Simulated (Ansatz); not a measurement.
```yaml
crystal:
  lattice:
    - [2.92597, 0.00000, 0.00000]
    - [0.00000, 3.40128, 0.00000]
    - [0.00000, 0.00000, 8.36763]
  atoms:
    - { symbol: Ti, position: [0.00000, 0.00000, 0.00000] }
    - { symbol: Ti, position: [0.50000, 0.50000, 0.50000] }
    - { symbol: Si, position: [0.00000, 0.00000, 0.67008] }
    - { symbol: Si, position: [0.50000, 0.50000, 0.17008] }
    - { symbol: Si, position: [0.00000, 0.00000, 0.32992] }
    - { symbol: Si, position: [0.50000, 0.50000, 0.82992] }
```

Space group Immm; a structure from a database of computed crystals, not necessarily the ambient phase.

Theory: Kohn-Sham DFT of a periodic cell, PBEsol, Ansatz PAW in Ansatz.

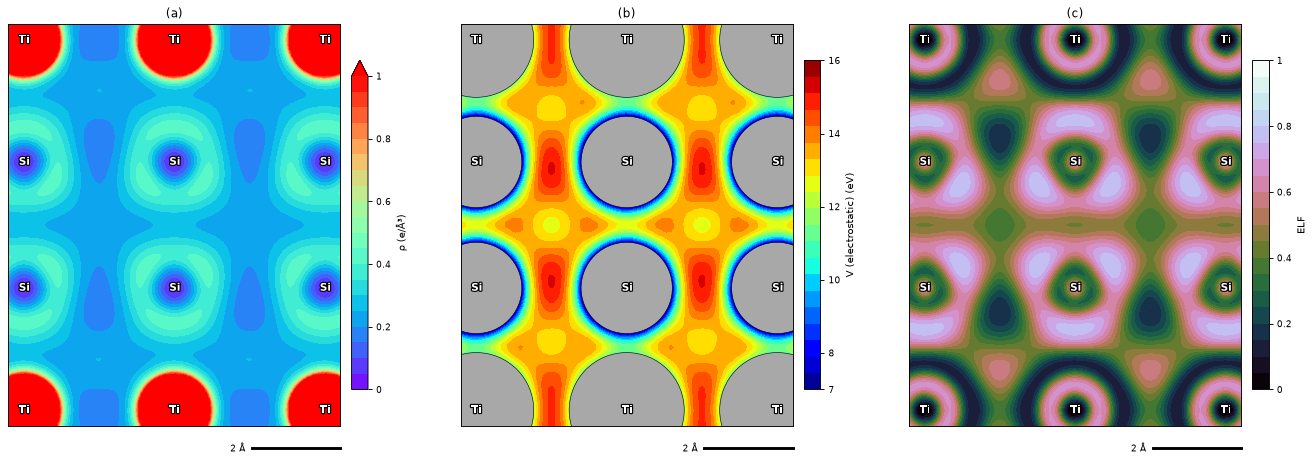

TiSi$_{2}$. (a) valence charge density (pseudo); (b) electrostatic potential energy of an electron; (c) ELF on the (100) plane of the conventional cell. Grey discs cover the atomic cores in the potential map.

In a PAW calculation such maps are meaningful between the atoms, not at the nuclei.

What do the fields say about this system?

Atoms in the plane: Ti and Si.
Ti–Si (2.76 Å): ρ is about 0.27 e/Å³ halfway; the ELF peaks at about 0.75 in the valence shell of Si, 0.9 Å from its nucleus, and is about 0.45 at the midpoint.
Between the atoms the lowest density in this plane is 0.16 e/Å³.
The features right at Ti lie inside the PAW spheres, where the map follows smoothed inner orbitals and isn't to be read closely.
Outside the cores the potential energy rises away from the atoms and is highest about 1.7 Å from the nearest atoms; its zero is arbitrary.

Does the calculation make it a metal, or give it a gap?

It is gapless in this calculation (a metal or semimetal).
